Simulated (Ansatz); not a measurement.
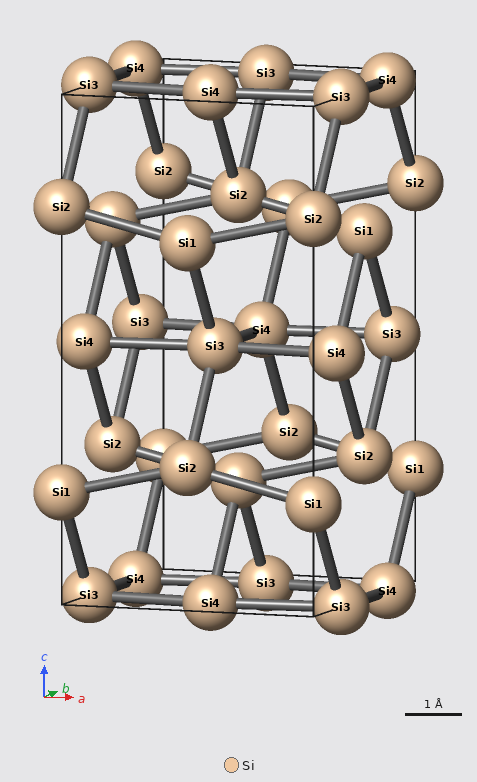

**Figure 1.** The structure (ball-and-stick view of the cell 4 times as large as that of the calculation, set on its symmetry axes, seen slightly off an axis; atoms are numbered from 1 in the order of the input).

**Two runs on Si**

System: Si (4 atoms in the cell).
Method of the first run: Kohn-Sham DFT of a periodic cell, PBE, Ansatz PAW, no spin polarisation (Ansatz 0.2.0).

The structure derives from a Materials Project entry. Text and figures count atoms from 1; the logs count them from 0 in places.

**Input, the first run**
```yaml
crystal:
  lattice:
    - [0.0, 2.65989848, 4.6432435421]
    - [2.4222677723, 0.0, 4.6432435421]
    - [2.4222677723, 2.65989848, 0.0]
  atoms:
    - { symbol: Si, position: [0.2202307, 0.2202307, 0.7797693] }
    - { symbol: Si, position: [0.7797693, 0.7797693, 0.2202307] }
    - { symbol: Si, position: [0.27260572, 0.72739428, 0.27260572] }
    - { symbol: Si, position: [0.72739428, 0.27260572, 0.72739428] }
hamiltonian:
  xc: pbe
  pseudopotentials: { kind: paw }
kpoints:
  mp_grid: { grid: [8, 8, 8] }
scf:
  occupations: { method: fermi_dirac, width: 0.05 }
output:
  forces: true
  stress: true
  eigenvalues: true
```

Launched with:
```bash
ansatz run input.yaml --threads 2 --pin off --max-ram 5120MiB --backend cpu --events-out ev --progress --plain --runs-dir out
```

Hardware: 2 threads of Intel Xeon @ 2.50GHz (Skylake/Cascade Lake), 189 GiB of memory available, shared host.

**Output, shortened to warnings, some set-up lines, iterations and results (the first run)**
```
Basis set: ecut = 420 eV, 1147 PW (Γ), exchange–correlation on 72×72×50 points (8 copies of the dense FFT grid, shifted against one another)
Symmetry: 8 space group operations
k-points: 95 of 512
Initial density: superposition of atomic densities (neutral atoms: chi_scale 0, normalization atom), corrected by the library's trained network
[...]
SCF iter   1: F=—  HF=-2542.026883 eV  |F-HF|=—  |Δ(HF+E_count)|=         —  Δρ=1.57e-3  dr2=1.01e-3  ethr=1.77e-3  ⟨swp⟩=6.1  Hψ=7849  notcnv=0
SCF iter   2: F=—  HF=-2542.027295 eV  |F-HF|=—  |Δ(HF+E_count)|=   4.11e-4  Δρ=9.04e-4  dr2=3.00e-4  ethr=6.33e-6  ⟨swp⟩=2.2  Hψ=2330  notcnv=0
SCF iter   3: F=—  HF=-2542.027410 eV  |F-HF|=—  |Δ(HF+E_count)|=   1.15e-4  Δρ=1.03e-4  dr2=4.96e-6  ethr=1.88e-6  ⟨swp⟩=2.3  Hψ=1909  notcnv=0
SCF iter   4: F=—  HF=-2542.027414 eV  |F-HF|=—  |Δ(HF+E_count)|=   4.12e-6  Δρ=1.84e-5  dr2=1.56e-7  ethr=3.10e-8  ⟨swp⟩=2.1  Hψ=1912  notcnv=0
SCF iter   5: F=-2542.027414 eV  HF=-2542.027414 eV  |F-HF|=4.23e-11  |Δ(HF+E_count)|=   7.19e-8  Δρ=2.12e-6  dr2=2.38e-9  ethr=9.76e-10  ⟨swp⟩=2.1  Hψ=1927  notcnv=0
SCF iter   6: F=-2542.027414 eV  HF=-2542.027414 eV  |F-HF|=5.46e-12  |Δ(HF+E_count)|=  3.17e-10  Δρ=2.67e-7  dr2=3.91e-11  ethr=1.49e-11  ⟨swp⟩=1.1  Hψ=3491  notcnv=0
SCF 1 converged in 6 iterations: F = -2542.027414 eV  dr2 = 3.91e-11
SCF converged after 6 iterations
Free energy (F): -2542.027414 eV
Harris-Foulkes:  -2542.027414 eV  (|F-HF|=5.46e-12)
Internal energy: -2542.014603 eV  (E = F + TS)
E sigma→0 (E₀):  -2542.021008 eV
Entropy (-TS):   -0.012812 eV (-3.203 meV/atom)
Fermi energy:    9.902596 eV
--- Per-component energies (eV) ---
  E_band       = 70.817481
  E_kinetic    = 165.439335
  E_local      = -6.911884  (includes V_loc(G=0)·N_el)
  E_nonlocal   = 102.461181
  E_hartree    = 4.880058
  E_xc         = -223.859943
  E_vxc        = -191.185475  (∫ρ·V_xc dr)
  E_paw        = -2049.856862  (= ΣΔE_a)
  E_vpaw       = -8.745809  (= ΣTr[D̂ρ^β])
  E_aug_tail   = 0.000027  (compensation charges beyond the density's cutoff)
  E_ewald      = -534.166515
  E_smearing   = -0.012812  (= −TS)
  E_closure    = 0.000000  (closes the sum)
  Σ components = -2542.027414   (vs F -2542.027414, Δ=0.00e0)
--- Forces (eV/Å), atoms counted from 1 ---
  atom   1  Si     0.00000000    -0.00000000     0.11708011
  atom   2  Si    -0.00000000     0.00000000    -0.11708011
  atom   3  Si    -0.00000000    -0.01661781    -0.00000000
  atom   4  Si     0.00000000     0.01661781     0.00000000
  max |Σ_I F_I| component: 1.39e-17 eV/Å
--- Stress (GPa, compression-positive) ---
        3.867523       0.000000       0.000000
        0.000000       3.861051       0.000000
        0.000000       0.000000       2.435951
  P = ⅓ Tr σ = 3.3882 GPa (33.882 kbar)
```

For the second run the input was changed thus:
```diff
-    - [0.0, 2.65989848, 4.6432435421]
-    - [2.4222677723, 0.0, 4.6432435421]
-    - [2.4222677723, 2.65989848, 0.0]
+    - [0.0, 2.6775142151, 4.6739943955]
+    - [2.4383097482, 0.0, 4.6739943955]
+    - [2.4383097482, 2.6775142151, 0.0]
```

What does this change do to the results?

With the same functional and potentials, the second run lies 4.1 meV per atom lower. The pressure goes from 3.39 to 1.09 GPa. The largest force goes from 0.117 to 0.077 eV/Å. The volume per atom goes from 14.96 to 15.26 Å³. The cell is scaled evenly with the atoms at fixed fractional positions, so −ΔP/Δ ln V estimates the bulk modulus midway between the two volumes: about 120 GPa. The number of SCF iterations is the same. The plane waves at Γ go from 1147 to 1159.

**Output, shortened to warnings, some set-up lines, iterations and results (the second run)**
```
Basis set: ecut = 420 eV, 1159 PW (Γ), exchange–correlation on 80×72×50 points (8 copies of the dense FFT grid, shifted against one another)
Symmetry: 8 space group operations
k-points: 95 of 512
Initial density: superposition of atomic densities (neutral atoms: chi_scale 0, normalization atom), corrected by the library's trained network
[...]
SCF iter   1: F=—  HF=-2542.043456 eV  |F-HF|=—  |Δ(HF+E_count)|=         —  Δρ=1.50e-3  dr2=9.65e-4  ethr=1.77e-3  ⟨swp⟩=6.0  Hψ=7849  notcnv=0
SCF iter   2: F=—  HF=-2542.043878 eV  |F-HF|=—  |Δ(HF+E_count)|=   4.22e-4  Δρ=8.64e-4  dr2=2.75e-4  ethr=6.03e-6  ⟨swp⟩=2.2  Hψ=2343  notcnv=0
SCF iter   3: F=—  HF=-2542.044001 eV  |F-HF|=—  |Δ(HF+E_count)|=   1.23e-4  Δρ=1.01e-4  dr2=4.32e-6  ethr=1.72e-6  ⟨swp⟩=2.3  Hψ=1909  notcnv=0
SCF iter   4: F=—  HF=-2542.043996 eV  |F-HF|=—  |Δ(HF+E_count)|=   5.27e-6  Δρ=1.62e-5  dr2=1.26e-7  ethr=2.70e-8  ⟨swp⟩=2.1  Hψ=1909  notcnv=0
SCF iter   5: F=-2542.043996 eV  HF=-2542.043996 eV  |F-HF|=1.00e-10  |Δ(HF+E_count)|=   5.53e-8  Δρ=1.95e-6  dr2=2.06e-9  ethr=7.88e-10  ⟨swp⟩=2.1  Hψ=1924  notcnv=0
SCF iter   6: F=-2542.043996 eV  HF=-2542.043996 eV  |F-HF|=2.27e-12  |Δ(HF+E_count)|=  3.41e-10  Δρ=2.58e-7  dr2=3.58e-11  ethr=1.29e-11  ⟨swp⟩=1.1  Hψ=3493  notcnv=0
SCF 1 converged in 6 iterations: F = -2542.043996 eV  dr2 = 3.58e-11
SCF converged after 6 iterations
Free energy (F): -2542.043996 eV
Harris-Foulkes:  -2542.043996 eV  (|F-HF|=2.27e-12)
Internal energy: -2542.031232 eV  (E = F + TS)
E sigma→0 (E₀):  -2542.037614 eV
Entropy (-TS):   -0.012764 eV (-3.191 meV/atom)
Fermi energy:    9.636370 eV
--- Per-component energies (eV) ---
  E_band       = 67.678065
  E_kinetic    = 163.834228
  E_local      = -9.523683  (includes V_loc(G=0)·N_el)
  E_nonlocal   = 102.135418
  E_hartree    = 5.074734
  E_xc         = -223.186833
  E_vxc        = -190.293659  (∫ρ·V_xc dr)
  E_paw        = -2049.712963  (= ΣΔE_a)
  E_vpaw       = -8.623723  (= ΣTr[D̂ρ^β])
  E_aug_tail   = 0.000027  (compensation charges beyond the density's cutoff)
  E_ewald      = -530.652159
  E_smearing   = -0.012764  (= −TS)
  E_closure    = 0.000000  (closes the sum)
  Σ components = -2542.043996   (vs F -2542.043996, Δ=0.00e0)
--- Forces (eV/Å), atoms counted from 1 ---
  atom   1  Si     0.00000000    -0.00000000     0.07673042
  atom   2  Si     0.00000000     0.00000000    -0.07673042
  atom   3  Si     0.00000000    -0.01153077    -0.00000000
  atom   4  Si     0.00000000     0.01153077     0.00000000
  max |Σ_I F_I| component: 1.73e-18 eV/Å
--- Stress (GPa, compression-positive) ---
        1.443324       0.000000      -0.000000
        0.000000       1.502131       0.000000
       -0.000000       0.000000       0.331911
  P = ⅓ Tr σ = 1.0925 GPa (10.925 kbar)
```

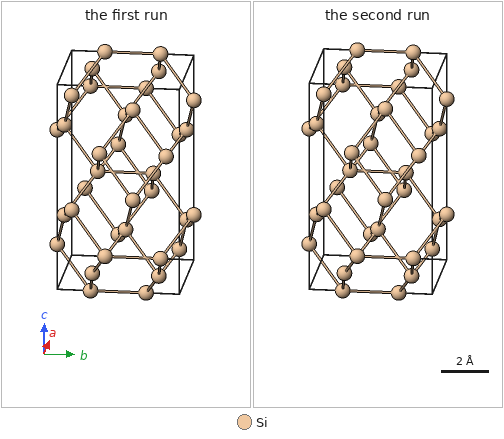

**Figure 2.** The two input geometries at one scale (ball-and-stick view of the cell 4 times as large as that of the calculation, set on its symmetry axes, seen at an oblique angle). No atom moves by more than 0.005 Å relative to the cell. The volume changes by +2.0 %, with a 4.845 → 4.877 Å (+0.7 %), b 5.320 → 5.355 Å (+0.7 %), c 9.286 → 9.348 Å (+0.7 %). Among the contacts that change: Si–Si 2.507 → 2.524 Å, Si–Si 2.485 → 2.501 Å, Si–Si 2.434 → 2.450 Å.

**The two runs side by side**

| quantity | the first run | the second run |
| --- | --- | --- |
| outcome | converged | converged |
| free energy per atom (eV) | −635.5069 | −635.5110 |
| energy per atom, smearing taken to zero (eV) | −635.5053 | −635.5094 |
| gap on the mesh (eV) | 0.00 | 0.00 |
| pressure (GPa) | 3.39 | 1.09 |
| volume per atom (Å³) | 14.96 | 15.26 |
| largest force (eV/Å) | 0.117 | 0.077 |
| SCF iterations | 6 | 6 |
| irreducible k-points | 95 | 95 |
| plane waves at Γ | 1147 | 1159 |
| wall time (shared host) | 4.4 s | 4.5 s |
